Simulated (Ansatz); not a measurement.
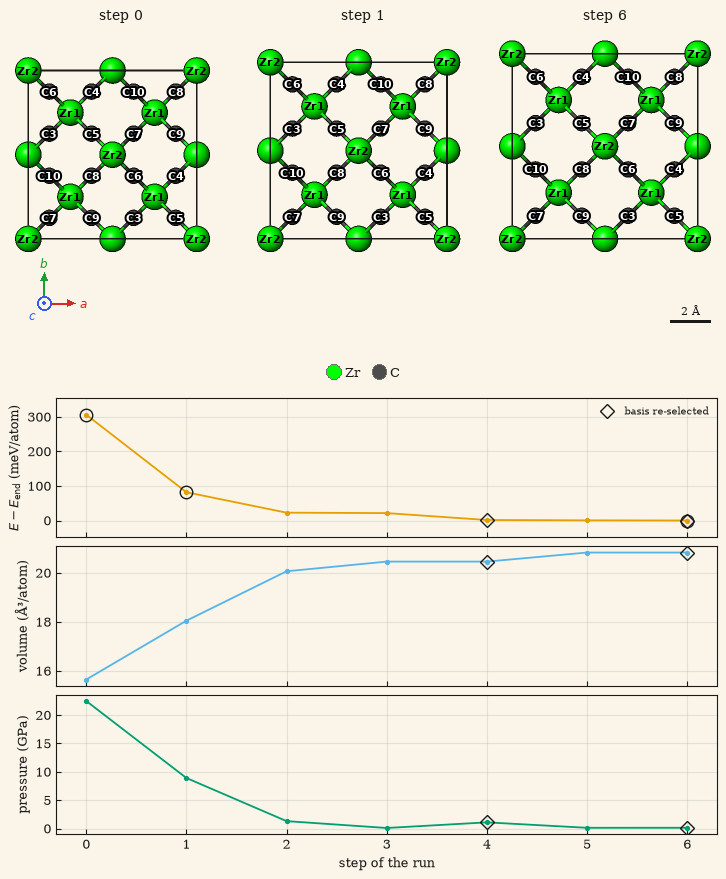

Frames of a relaxation of solid ZrC$_{4}$ (a generated structure, set up in Fd-3m) (coarse preliminary run), marked on the history of the run. The picture is a ball-and-stick view of the conventional cell (4 times the calculation's cell), seen along the c axis. Lengths and directions refer to the drawn axes.

Computed with DFT PBE, scalar-relativistic, plane waves, PAW (Ansatz). Set-up: plane-wave cutoff 420 eV; k-point mesh 4 × 4 × 4; occupations gaussian; smearing width 0.1 eV; no spin polarisation; cell and atoms relaxed; force threshold 0.04 eV/Å; at most 70 steps.

> What happens along the run?

The energy falls by 306 meV per atom in 4 accepted moves (6 points after the start). All forces vanish by symmetry, so only the cell relaxes. Pressure: 22.49 GPa at the start and 0.14 GPa at the end. At 2 points the geometry stayed and the basis and grid were re-selected for the new cell (energy shift of 20.0 meV per atom at most each time). No atom moves by more than 0.005 Å relative to the cell. The drawn cell changes as follows: a = b = c 8.554 → 9.410 Å (+10.0 %); the volume changes by +33.1 %. Some distances before and after: Zr1–C3 1.852 → 2.037 Å. The space group stays Fd-3m (No. 227). Cost: 22 s on 1 thread of Arm Neoverse V2, on a shared host, peak memory 0.43 GiB. From step 0 to 1: volume +15.3 %, energy −224 meV per atom. From step 1 to 6: volume +15.4 %, energy −81.8 meV per atom.

```json
{"step": "0", "E − E(0), meV/atom": "0.00", "pressure, GPa": "22.49", "volume, Å³/atom": "15.646", "note": ""}
{"step": "1", "E − E(0), meV/atom": "-224.49", "pressure, GPa": "8.92", "volume, Å³/atom": "18.047", "note": ""}
{"step": "2", "E − E(0), meV/atom": "-283.64", "pressure, GPa": "1.32", "volume, Å³/atom": "20.066", "note": ""}
{"step": "3", "E − E(0), meV/atom": "-284.90", "pressure, GPa": "0.11", "volume, Å³/atom": "20.461", "note": ""}
{"step": "4", "E − E(0), meV/atom": "-304.88", "pressure, GPa": "1.10", "volume, Å³/atom": "20.461", "note": "same geometry, new basis"}
{"step": "5", "E − E(0), meV/atom": "-305.84", "pressure, GPa": "0.14", "volume, Å³/atom": "20.831", "note": ""}
{"step": "6", "E − E(0), meV/atom": "-306.34", "pressure, GPa": "0.14", "volume, Å³/atom": "20.831", "note": "same geometry, new basis"}
```
